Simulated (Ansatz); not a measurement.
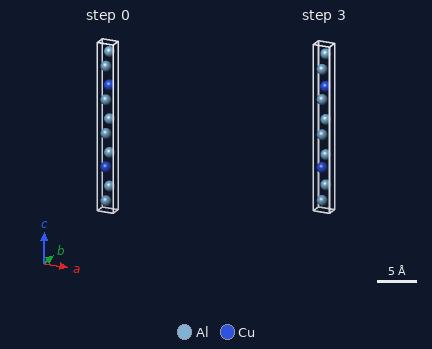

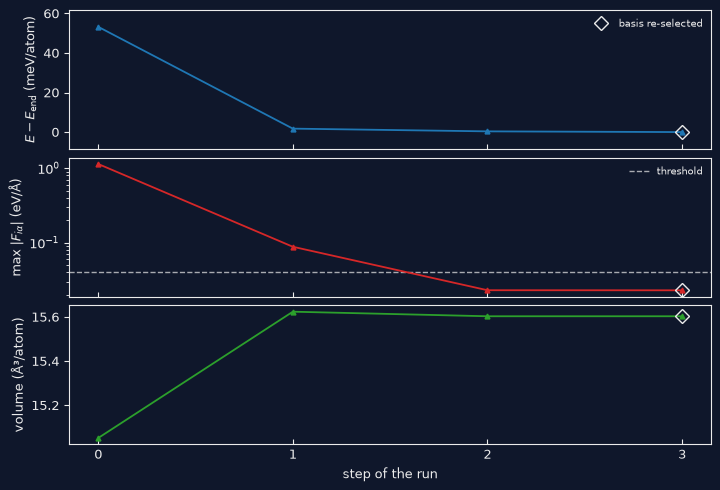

First and last geometry of a relaxation of solid Al$_{4}$Cu (a generated structure, set up in P6_3/mmc) (coarse preliminary run), with the history of the run. A spheres-only model of the cell of the calculation, seen slightly off an axis.

Level of theory: DFT PBE, scalar-relativistic, plane waves, PAW in Ansatz 0.2.0. Settings: plane-wave cutoff 420 eV; k-point mesh 6 × 6 × 1; occupations gaussian; smearing width 0.1 eV; no spin polarisation; cell and atoms relaxed; force threshold 0.04 eV/Å; at most 70 steps.

What do the curves and the structures tell?

Answer. It converged. The energy falls by 53.2 meV per atom in 2 accepted moves (3 points after the start). The largest force component goes from 1.1 to 0.023 eV/Å. Pressure: 3.28 GPa at the start and 0.17 GPa at the end. At 1 point the geometry stayed and the basis and grid were re-selected for the new cell (energy shift of 0.4 meV per atom at most each time). The largest moves relative to the cell, 0.20 Å, are those of Al atoms. Cu stays in place. Cell: a = b 2.797 → 2.865 Å (+2.4 %), c 22.215 → 21.949 Å (−1.2 %). Volume +3.7 %. Near-neighbour distances that change, for instance: Al–Cu 2.746 → 2.591 Å, Al–Al 2.746 → 2.867 Å, Al–Al 2.746 → 2.836 Å, Cu–Cu 2.797 → 2.865 Å. The space group stays P6_3/mmc (No. 194). The run took 26 s on 1 thread of Intel(R) Xeon(R) Processor @ 2.70GHz (shared host), peak memory 0.43 GiB.

Limits of the set-up: the k-point mesh is coarse for a cell with partly filled bands.
